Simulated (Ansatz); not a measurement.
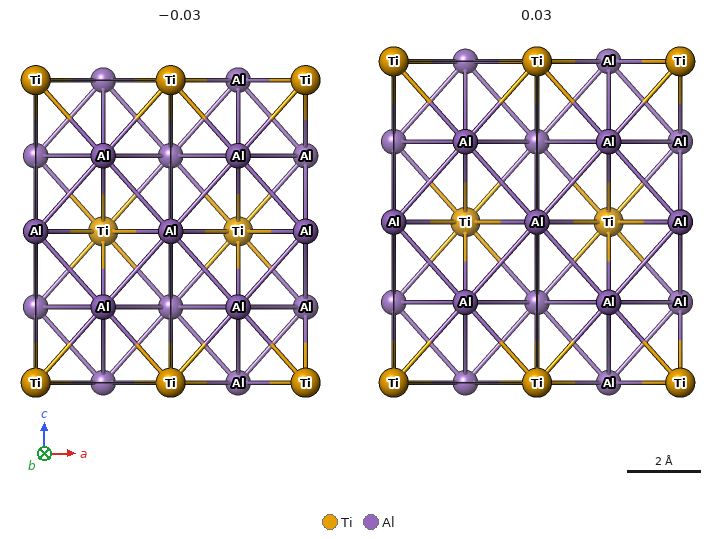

Crystalline TiAl3 (set up in I4/mmm), under equal strain along all axes (cell held, atoms fixed by symmetry), with energies (extrapolated to zero smearing) counted from the relaxed crystal, which is the row at zero. The picture shows the first and the last member. A ball-and-stick model of the cell of the calculation, repeated 2 × 1 × 1 with one cell outlined, seen along the b axis.

Computed with Ansatz 0.2.0: DFT PBE, scalar-relativistic, plane waves, PAW. Set-up: plane-wave cutoff 420 eV; k-point mesh 10 × 10 × 4; occupations gaussian; smearing width 0.1 eV; no spin polarisation.

| strain | energy (meV/atom) | a (Å) | c (Å) |
| --- | --- | --- | --- |
| −0.03 | 46.56 | 3.730 | 8.364 |
| −0.02 | 20.01 | 3.768 | 8.450 |
| −0.01 | ? | ? | ? |
| 0.0 | 0.00 | 3.845 | 8.623 |
| 0.01 | 4.67 | 3.884 | 8.709 |
| 0.02 | 17.95 | 3.922 | 8.795 |
| 0.03 | 39.08 | 3.961 | 8.881 |

> Estimate the missing row from the others, and compare with the calculation.

A parabola through three neighbouring rows (−0.03, −0.02, 0.0) gives, with Lagrange weights, (−0.3333)(46.56) + (1.0000)(20.01) + (0.3333)(0.00) = 4.49 meV/atom. The calculation gives 4.81 meV/atom (a = 3.807 Å, c = 8.537 Å). The estimate is 0.32 meV/atom too low. From the first member to the last: Al–Ti 2.802 → 2.975 Å, Al–Al 2.802 → 2.975 Å, Al–Al 2.637 → 2.801 Å.

The whole series:

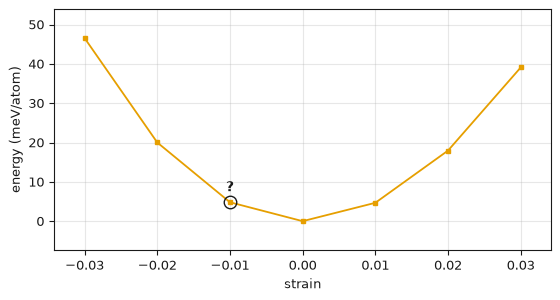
